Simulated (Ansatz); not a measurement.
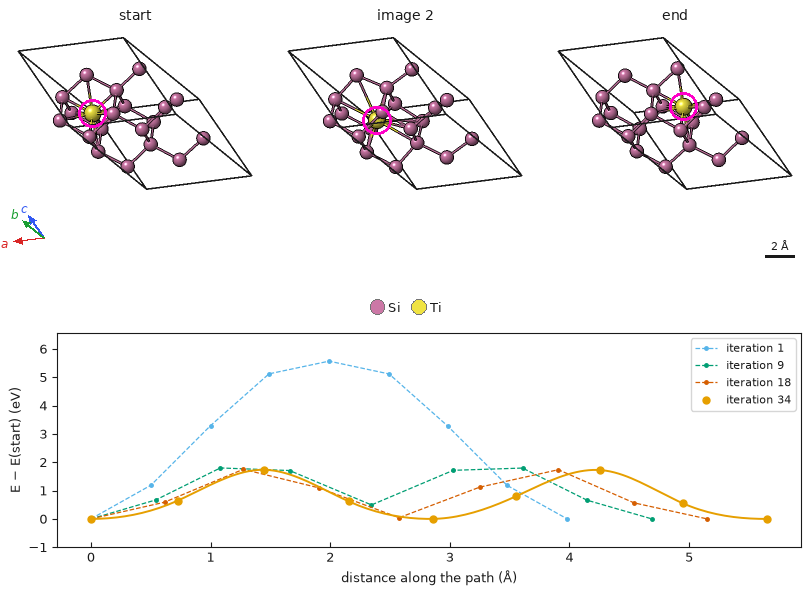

NEB run on Si with an interstitial Ti (17 atoms in the cell). Images are numbered from 0 (start) to 8 (end). The plot follows the band through its iterations. A ball-and-stick model of the reduced simulation cell (origin moved), seen from a free direction. The moving atom is ringed, with any periodic copies. Lengths and directions refer to the drawn axes. Bonds to atoms that aren't drawn are left out.

These are results of DFT PBE-D3(BJ), scalar-relativistic, plane waves, PAW in Ansatz 0.2.0, not measurements. Run with plane-wave cutoff 420 eV; k-point mesh 2 × 2 × 2; Gaussian smearing 0.05 eV; 7 movable images; climbing image; force threshold 0.05 eV/Å; iteration limit 53; optimiser FIRE; starting path by image-dependent pair potential.

Did the band converge, and can the barrier be trusted?

Answer. The run is converged, with reservations. The band converged in 34 iterations. The climbing image converged on the top of the path. A check of its curvatures didn't confirm a first-order saddle. The first iteration put the highest image at 5.57 eV. The two ends have the same energy, and the highest point, image 2, lies 1.73 eV above the start. The profile has 2 maxima (images 2, 6) with a dip at image 4 (0.00 eV), so the process runs in steps.

Limits of the set-up: the k-point mesh is coarse for a cell with partly filled bands; the periodic images lie only 7.7 Å apart, so the values are limited by the cell's size.

PAW datasets: the set soft_1.
